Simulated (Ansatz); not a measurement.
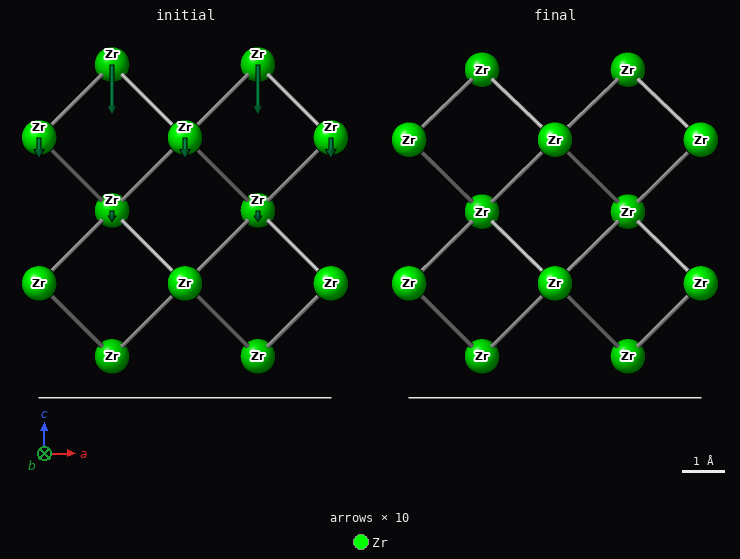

The structure of a slab of composition Zr (cut from the Im-3m phase) before (left) and after (right) a constrained relaxation, at one scale. The green arrows give the displacements, 10 times their true length.

A ball-and-stick model of the 2 × 2 repeat of the cell, outlined in the plane, without the vacuum, seen along the b axis.

Case: clean slab, lower half held. The slab is the (1 0 0) face of Zr. 2 atoms are held fixed.

Method: DFT PBEsol, scalar-relativistic, plane waves, PAW (Ansatz).

The input:
```yaml
crystal:
  lattice:
    - [3.5210548566, 0.0, 0.0]
    - [0.0, 3.5210548566, 0.0]
    - [0.0, 0.0, 24.0421097133]
  atoms:
    - { symbol: Zr, position: [0.5, 0.5, 0.3535463444] }
    - { symbol: Zr, position: [0.0, 0.0, 0.4267731722] }
    - { symbol: Zr, position: [0.5, 0.5, 0.5] }
    - { symbol: Zr, position: [0.0, 0.0, 0.5732268278] }
    - { symbol: Zr, position: [0.5, 0.5, 0.6464536556] }
basis:
  ecutwfc: 420
kpoints:
  mp_grid: { grid: [8, 8, 1] }
hamiltonian:
  xc: pbesol
scf:
  occupations: { method: gaussian, width: 0.1 }
output:
  forces: true
  eigenvalues: true
relax:
  adjacent_minimum: "off"
  f_tol: 0.03
  max_steps: 70
  constraints: [{ sites: [0, 1] }]
efield:
  axis: 3
  dipole_correction: true
```

> Describe what moved and what it gained.

The atom that moves furthest is Zr5 (0.12 Å along the normal (−c)). The cell stays as it was. Near-neighbour distances that change, for instance: Zr3–Zr5 3.521 → 3.427 Å, Zr2–Zr4 3.521 → 3.469 Å, Zr4–Zr5 3.049 → 3.009 Å, Zr1–Zr3 3.521 → 3.492 Å. Bond angles that change, for instance: Zr4–Zr5–Zr4 109.5° → 111.7°. The energy falls by 17.7 meV per cell of the calculation in 2 accepted moves (3 points after the start). Largest force component: 0.37 eV/Å at the start, 0.012 eV/Å at the end. 1 step only repeated the SCF at the same geometry.
